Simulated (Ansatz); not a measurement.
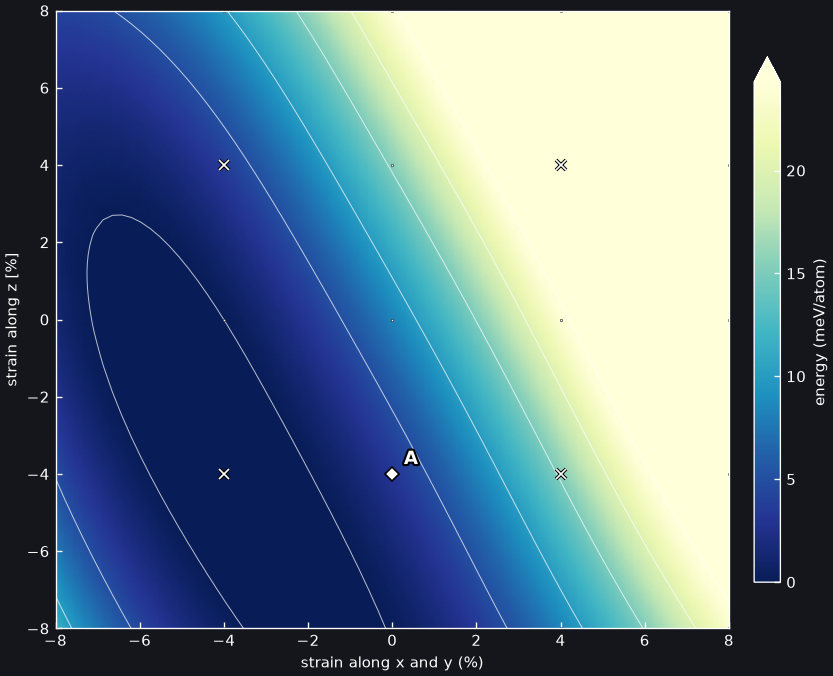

Cs (Fm-3m, No. 225; 1 atom in the cell). The cell is strained homogeneously, by one strain along x and y and another along z, with fractional coordinates fixed (x, y and z along the cube axes). First axis: strain along x and y. Second axis: strain along z. The scan uses a 5 × 5 grid. At 4 points there is no value. Points are written as (first, second). Energies: meV/atom, counted from the lowest grid point. The reference cell is the one listed in the database, not relaxed at this level. Level of theory: DFT PBEsol, scalar-relativistic, plane waves, PAW (Ansatz). Settings: cutoff 420 eV, k-mesh 10×10×10, gaussian smearing 0.15 eV, no spin polarisation.

Drawn: a smooth colour map with a few white contour lines, crosses at grid points without a value, dots at the grid points, one colour for all values above the top of the scale, the point A. Between grid points the surface is interpolated.

Q: Which way does the force act at A, and how strong is it?

A: A, at (0 %, −4 %), is not a stationary point. The computed force is 2.1 meV/atom for each 1 % towards smaller values of strain along x and y and 1 meV/atom for each 1 % towards smaller values of strain along z.
